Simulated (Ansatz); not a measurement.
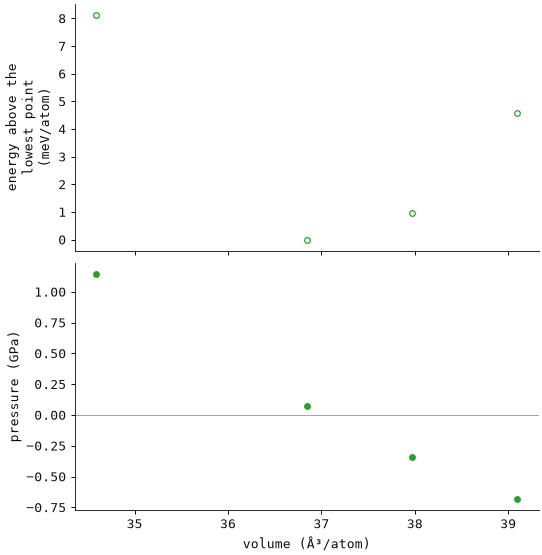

The picture above shows the energy above the lowest point and pressure against volume for KBr, space group Fm-3m (No. 225) (one of a set of cubic test structures, which need not be the stable phase).

How it was computed, with Ansatz 0.2.0 development build: equation of state of a cubic crystal from periodic Kohn-Sham density functional theory without spin, third-order Birch-Murnaghan fit to the free energies; pressure corrected for the finite basis. Level: HSE06.

| setting | value |
| --- | --- |
| structure type | rock salt |
| atoms in cell | 2 |
| space group number | 225 |
| lattice centring | face-centred primitive |
| k mesh | 4×4×4 |
| occupation method | Fermi–Dirac |
| occupation width | 0.05 eV |
| wave cutoff | 220 eV |
| datasets | all-electron datasets |
| density tolerance | 1e−09 eV |
| bands | 12 |
| density cutoff ratio | 4 |
| dirac inner shells | no |
| nucleus | point |
| search for lower states | default |
| exchange singularity | regularized |

The point at volume 35.72 Å³/atom is left out of the plot. What does the calculation give there?

| volume (Å³/atom) | energy above the lowest point (meV/atom) | pressure (GPa) |
| --- | --- | --- |
| 35.72 | 2.18 | 0.560 |
